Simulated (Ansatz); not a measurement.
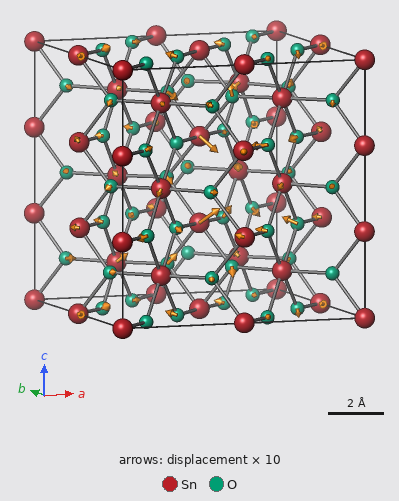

A relaxation of a defect cell of composition Sn₂₄O₄₇ (cell charge −1). The starting structure is drawn; orange arrows show the displacements, 10 times their true length.

A ball-and-stick model of the cell of the calculation, seen slightly off an axis.

All numbers below come from DFT, PBEsol, PAW, plane waves (Ansatz 0.2.0). Set-up: plane-wave cutoff 420 eV; k-point mesh 1 × 1 × 1; mesh shifted by (0.25, 0.25, 0.25); collinear spin; atoms relaxed in a fixed cell; force threshold 0.03 eV/Å; at most 80 steps.

Question: What did the optimiser do to the structure, and how much energy did it gain?

Answer: The largest move is that of a Sn atom, 0.11 Å along [1 −1 1]. Largest moves by element: Sn 0.11 Å, O 0.08 Å. The cell stays as it was. Among the contacts that change: O–Sn 2.138 → 2.063 Å, O–Sn 2.120 → 2.068 Å, O–Sn 2.045 → 2.096 Å, O–Sn 2.019 → 2.069 Å. Among the angles between lasting bonds that change: Sn–O–Sn 131.8° → 126.4°, Sn–O–Sn 130.8° → 126.4°, Sn–O–Sn 100.7° → 96.4°. The energy falls by 0.592 eV per cell of the calculation in 6 geometry steps. Largest force component: 1 eV/Å at the start, 0.015 eV/Å at the end.

Limits of the set-up: the cell is charged, on a uniform background, and energies carry no finite-size correction.
